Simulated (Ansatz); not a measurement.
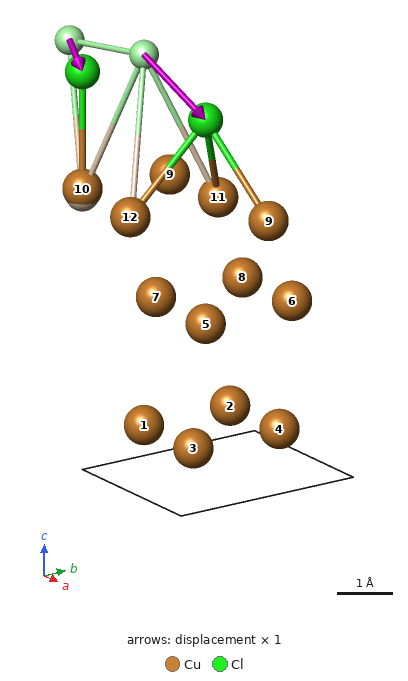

This is a constrained relaxation of a slab of composition Cu$_{6}$Cl (cut from the Fm-3m phase). The starting structure is drawn faded, the final one solid; purple arrows show the displacements, at their true length.

A ball-and-stick model of the cell of the calculation, outlined in the plane, without the vacuum, seen slightly off an axis.

Case: 1 Cl2 a cell, flat, over a hollow Cu-Cu-Cu site. The slab is the (1 1 1) face of Cu with Cl2 on it. 4 atoms are held fixed.

Method: Ansatz, DFT PBE+D3(BJ), scalar-relativistic, plane waves, PAW. Settings: plane-wave cutoff 420 eV; k-point mesh 4 × 4 × 1; occupations gaussian; smearing width 0.1 eV; no spin polarisation; dipole correction; atoms relaxed in a fixed cell; force threshold 0.04 eV/Å; at most 100 steps.

Which element moves most?

Chlorine: up to 1.80 Å, against 0.10 Å for copper.

Describe the change and its energy.

Over 18 accepted moves (20 points after the start) the energy falls by 2.140 eV per cell of the calculation. The largest force component goes from 2.3 to 0.0013 eV/Å. 2 steps only repeated the SCF at the same geometry. The forces were under the threshold at step 16, but the run went on from there. The atom that moves furthest is a Cl atom (1.80 Å at 54° to the normal (−c side)). Largest moves by element: Cl 1.80 Å, Cu 0.10 Å. The cell stays as it was. Some distances before and after: Cl–Cu 4.024 → 2.267 Å, Cl–Cl 1.998 → 2.964 Å, Cl–Cu 3.138 → 2.267 Å, Cl–Cu 2.842 → 2.190 Å. New bonds form: Cl–Cu (4.02 → 2.27 Å). Bonds break: Cl–Cl (2.00 → 2.96 Å).

Limits of the set-up: the periodic images lie only 5.0 Å apart, so the values are limited by the cell's size.
